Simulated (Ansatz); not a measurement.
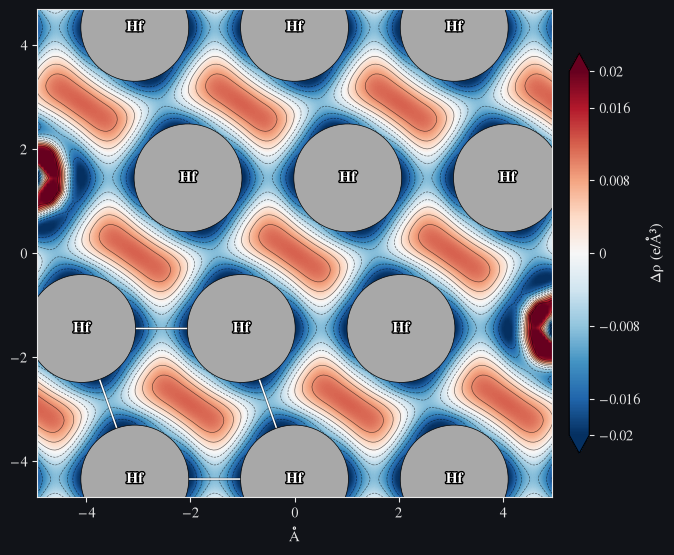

Hf. Difference of the valence pseudo-densities of two functionals at the same geometry, on the (100) plane of the calculation cell: one of LDA and r2SCAN less the other.

Both computed with Ansatz (plane waves, PAW), on the same k-point mesh. Grey discs cover the atomic cores.

Which was subtracted from which, and what does the map show?

It is r2SCAN less LDA. Against LDA, r2SCAN gives less density around Hf (−0.010 e/Å³ on average at 1.2 Å from the nucleus) and a change of −0.009 e/Å³ at the midpoint of Hf–Hf.
